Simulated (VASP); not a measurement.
**Run report: Rh, band-structure run (part 2 of 2)**

The same run, continued: Rh (1 atom in the cell); Kohn-Sham DFT of a periodic cell, LDA, VASP PAW LDA potentials, recommended, no spin polarisation (VASP 6.6.1); cutoff 520 eV, 16×16×16 k-mesh, methfessel-paxton of 0.1 eV. The structure derives from an entry of the Crystallography Open Database.

Geometry of the input (Å; fractional positions):
```
0.0000  1.8785  1.8785
1.8785  0.0000  1.8785
1.8785  1.8785  0.0000
Rh 0.0000  0.0000  0.0000
```

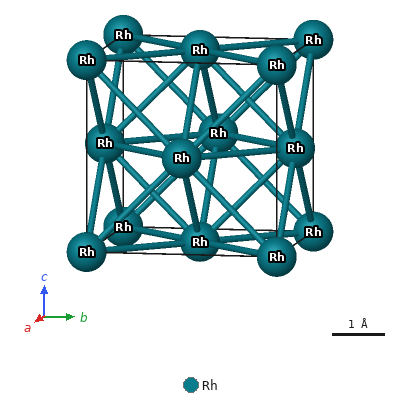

Fig. 1: The input geometry (ball-and-stick view of the cell 4 times as large as that of the calculation, set on its symmetry axes, seen slightly off an axis).

**Parts of OUTCAR, continued**
```
 Following reciprocal coordinates:
            Coordinates               Weight
  0.000000  0.000000  0.000000      1.000000
  0.062500  0.000000  0.000000      8.000000
  0.125000  0.000000  0.000000      8.000000
  0.187500  0.000000  0.000000      8.000000
  0.250000  0.000000  0.000000      8.000000
  0.312500  0.000000  0.000000      8.000000
  0.375000  0.000000  0.000000      8.000000
  0.437500  0.000000  0.000000      8.000000
  0.500000  0.000000  0.000000      4.000000
  0.062500  0.062500  0.000000      6.000000
  0.125000  0.062500  0.000000     24.000000
  0.187500  0.062500  0.000000     24.000000
  0.250000  0.062500  0.000000     24.000000
  0.312500  0.062500  0.000000     24.000000
  0.375000  0.062500  0.000000     24.000000
  0.437500  0.062500  0.000000     24.000000
  0.500000  0.062500  0.000000     24.000000
 -0.437500  0.062500  0.000000     24.000000
 -0.375000  0.062500  0.000000     24.000000
 -0.312500  0.062500  0.000000     24.000000
 -0.250000  0.062500  0.000000     24.000000
 -0.187500  0.062500  0.000000     24.000000
 -0.125000  0.062500  0.000000     24.000000
 -0.062500  0.062500  0.000000     12.000000
 [... further k-points ...]
   k-points           NKPTS =    145   k-points in BZ     NKDIM =    145   number of bands    NBANDS=     14
   number of dos      NEDOS =    301   number of ions     NIONS =      1
   total plane-waves  NPLWV =   8000
   dimension x,y,z NGX =    20 NGY =   20 NGZ =   20
   dimension x,y,z NGXF=    40 NGYF=   40 NGZF=   40
   ions per type =               1
   NGX,Y,Z   is equivalent  to a cutoff of  12.52, 12.52, 12.52 a.u.
   NGXF,Y,Z  is equivalent  to a cutoff of  25.03, 25.03, 25.03 a.u.
 SYSTEM =  unknown system
   PREC   = accura    normal or accurate (medium, high low for compatibility)
   ISTART =      0    job   : 0-new  1-cont  2-samecut
   ICHARG =      2    charge: 1-file 2-atom 10-const
   ISPIN  =      1    spin polarized calculation?
   LNONCOLLINEAR =      F non collinear calculations
   LSORBIT =      F    spin-orbit coupling
   LASPH  =      T    aspherical Exc in radial PAW
   ENCUT  =  520.0 eV  38.22 Ry    6.18 a.u.   4.94  4.94  4.94*2*pi/ulx,y,z
   NELM   =     80;   NELMIN=  2; NELMDL= -5     # of ELM steps
   EDIFF  = 0.1E-05   stopping-criterion for ELM
   LREAL  =      F    real-space projection
   EDIFFG = 0.1E-04   stopping-criterion for IOM
   NSW    =      0    number of steps for IOM
   IBRION =     -1    ionic relax: 0-MD 1-quasi-New 2-CG
   NFREE  =      0    steps in history (QN), initial steepest desc. (CG)
   ISIF   =      2    stress and relaxation
   ISYM   =      2    0-nonsym 1-usesym 2-fastsym
   POTIM  = 0.5000    time-step for ionic-motion
   TEBEG  =    0.0;   TEEND  =   0.0 temperature during run
   PSTRESS=    0.0 pullay stress
   NELECT =      15.0000    total number of electrons
   NUPDOWN=      -1.0000    fix difference up-down
   EMIN   =  10.00;   EMAX   =-10.00  energy-range for DOS
   EFERMI =   0.00;   METHOD = LEGACY
   ISMEAR =     1;   SIGMA  =   0.10  broadening in eV -4-tet -1-fermi 0-gaus
   EFERMI_NEDOS =   21; number of points for ismear=-14 and -15
   IALGO  =     38    algorithm
   IMIX   =      4    mixing-type and parameters
     AMIX     =   0.40;   BMIX     =  1.00
     AMIX_MAG =   1.60;   BMIX_MAG =  1.00
  volume/ion in A,a.u.               =      13.26        89.47
  Fermi-wavevector in a.u.,A,eV,Ry     =   1.705892  3.223668 39.593860  2.910067
  Thomas-Fermi vector in A             =   2.785028
   LORBIT       =      0    0 simple, 1 ext, 2 COOP (PROOUT), +10 PAW based schemes
   GGA     = CA    functional components
   LHFCALC =     F    Hartree Fock is set to
   AEXX    =    0.0000 exact exchange contribution
   IVDW    =     0    specifies the selected vdW correction
   LEPSILON=     F    determine dielectric tensor
   LRPA    =     F    only Hartree local field effects (RPA)
 non-spin polarized calculation
 Methfessel and Paxton  Order N= 1 SIGMA  =   0.10
  energy-cutoff  :      520.00
  volume of cell :       13.26
 maximum number of plane-waves:       368
   NGX =  9   NGY =  9   NGZ =  9

 number of electron      15.0000003 magnetization

 Free energy of the ion-electron system (eV)
  ---------------------------------------------------
  ext. energy  EPLUGINS =         0.00000000
  ---------------------------------------------------
  free energy    TOTEN  =        -8.68247662 eV

  energy without entropy =       -8.68228637  energy(sigma->0) =       -8.68241320

 the core state eigenenergies are
   1-  1s -22891.3696  2s  -3309.6259  2p  -2969.4760  3s   -578.0054  3p   -465.7183
       3d   -284.9817  4s    -66.0538

 E-fermi :  12.3848     XC(G=0): -14.5842     alpha+bet :-19.4178

 val. band max:       12.3824945694   @ k =  -0.3750   0.2500   0.0000
 cond. band min:      12.3901340963   @ k =   0.3125   0.2500   0.0000
 fundamental gap:      0.0076395269
 Fermi energy:        12.3848111405

 k-point     1 :       0.0000    0.0000    0.0000
  band No.  band energies     occupation
      1     -33.8277      2.00000
      2     -33.8277      2.00000
      3     -33.8277      2.00000
      4       4.0965      2.00000
      5       9.1089      2.00000
      6       9.1089      2.00000
      7       9.1089      2.00000
      8      11.3605      2.00000
      9      11.3605      2.00000
     10      28.3085      0.00000
     11      32.6494      0.00000
     12      33.9241      0.00000
     13      33.9241      0.00000
     14      33.9241      0.00000

 k-point     2 :       0.0625    0.0000    0.0000
  band No.  band energies     occupation
      1     -33.8612      2.00000
      2     -33.8322      2.00000
      3     -33.8322      2.00000
      4       4.2599      2.00000
      5       9.0345      2.00000
      6       9.1740      2.00000
      7       9.1740      2.00000
      8      11.3229      2.00000
      9      11.3229      2.00000
     10      28.5553      0.00000
     11      32.6475      0.00000
     12      33.0787      0.00000
     13      34.1708      0.00000
     14      34.1708      0.00000

 k-point     3 :       0.1250    0.0000    0.0000
  band No.  band energies     occupation
      1     -33.9559      2.00000
      2     -33.8449      2.00000
      3     -33.8449      2.00000
      4       4.7209      2.00000
      5       8.8599      2.00000
      6       9.3370      2.00000
      7       9.3370      2.00000
      8      11.2508      2.00000
      9      11.2508      2.00000
     10      29.1991      0.00000
     11      31.3918      0.00000
     12      32.6512      0.00000
     13      34.8821      0.00000
     14      34.8821      0.00000

 k-point     4 :       0.1875    0.0000    0.0000
  band No.  band energies     occupation
      1     -34.0960      2.00000
      2     -33.8638      2.00000
      3     -33.8638      2.00000
      4       5.3647      2.00000
      5       8.7425      2.00000
      6       9.4895      2.00000
      7       9.4895      2.00000
      8      11.2694      2.00000
      9      11.2694      2.00000
     10      29.5448      0.00000
     11      29.9315      0.00000
     12      32.6501      0.00000
     13      35.9675      0.00000
     14      35.9675      0.00000

 k-point     5 :       0.2500    0.0000    0.0000
  band No.  band energies     occupation
      1     -34.2589      2.00000
      2     -33.8860      2.00000
      3     -33.8860      2.00000
      4       5.9191      2.00000
      5       8.9886      2.00000
      6       9.4968      2.00000
      7       9.4968      2.00000
      8      11.5215      2.00000
      9      11.5215      2.00000
     10      27.7129      0.00000
     11      30.0704      0.00000
     12      32.6501      0.00000
     13      37.1863      0.00000
     14      37.1863      0.00000

 [... the levels of 11 k-points are left out ...]

 k-point    17 :       0.5000    0.0625    0.0000
  band No.  band energies     occupation
      1     -34.6595      2.00000
      2     -33.9640      2.00000
      3     -33.9512      2.00000
      4       6.0397      2.00000
      5       8.9228      2.00000
      6       9.1532      2.00000
      7      11.7750      2.00000
      8      13.0295     -0.00000
      9      14.2839     -0.00000
     10      21.4184      0.00000
     11      28.0795      0.00000
     12      32.6500      0.00000
     13      33.5515      0.00000
     14      33.6295      0.00000

------------------------ aborting loop because EDIFF is reached ----------------------------------------

  FORCE on cell =-STRESS in cart. coord.  units (eV):
  Direction    XX          YY          ZZ          XY          YZ          ZX
  --------------------------------------------------------------------------------------
  -------------------------------------------------------------------------------------
  Total        0.0066653      0.0066653      0.0066653      0.0000000     -0.0000000      0.0000000
  in kB        0.8055030      0.8055030      0.8055030      0.0000000     -0.0000000      0.0000000
  external PRESSURE =       0.8055030 kB  Pullay stress =       0.0000000 kB

 VOLUME and BASIS-vectors are now :
 -----------------------------------------------------------------------------
  energy-cutoff  :      520.00
  volume of cell :       13.26
      direct lattice vectors                 reciprocal lattice vectors
     0.000000000  1.878496777  1.878496777    -0.266170273  0.266170273  0.266170273
     1.878496777  0.000000000  1.878496777     0.266170273 -0.266170273  0.266170273
     1.878496777  1.878496777  0.000000000     0.266170273  0.266170273 -0.266170273

 POSITION                                       TOTAL-FORCE (eV/Angst)
 -----------------------------------------------------------------------------------
      0.00000      0.00000      0.00000         0.000000      0.000000      0.000000
 -----------------------------------------------------------------------------------
    total drift:                                0.000000      0.000000      0.000000

  FREE ENERGIE OF THE ION-ELECTRON SYSTEM (eV)
  ---------------------------------------------------
  free  energy   TOTEN  =        -8.6824766151 eV

  energy  without entropy=       -8.6822863693  energy(sigma->0) =       -8.68241320
```

**CONTCAR**
```
Rh
   1.00000000000000
     0.0000000000000000    1.8784967767000000    1.8784967767000000
     1.8784967767000000    0.0000000000000000    1.8784967767000000
     1.8784967767000000    1.8784967767000000    0.0000000000000000
  Rh
     1
Direct
     0.0000000000000000    0.0000000000000000    0.0000000000000000

  0.00000000E+00  0.00000000E+00  0.00000000E+00
```
